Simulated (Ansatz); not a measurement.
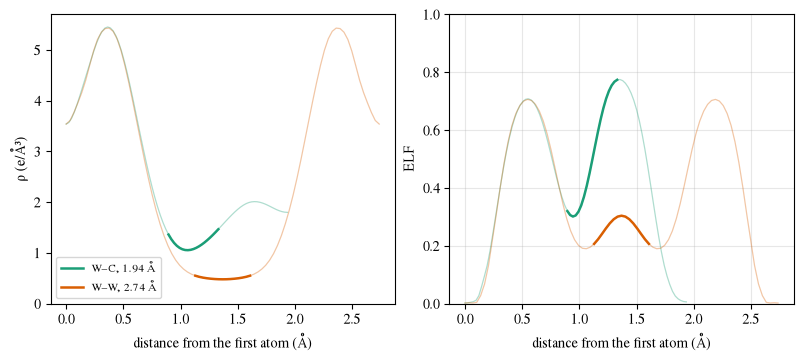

Figure. WC. Valence electron density and electron localisation function along straight lines between neighbouring atoms. Thin, pale parts lie inside the atomic spheres.

Space group I4/mmm; a structure from a database of computed crystals, not necessarily the ambient phase; computed pressure about 83 GPa in this cell.

Theory: DFT PBEsol, scalar-relativistic, plane waves, PAW (Ansatz 0.2.0).

The density is the valence pseudo-density of a PAW calculation; it isn't the true density close to the nuclei.

Question: What can be read from the curves?

Answer: W–C (1.94 Å): the density is about 1.1 e/Å³ at the midpoint; the ELF peaks at about 0.75 in the valence shell of C, 0.6 Å from its nucleus, and drops to about 0.30 between the two atoms.
W–W (2.74 Å): ρ at the midpoint is about 0.48 e/Å³; the ELF is about 0.30 at the midpoint.
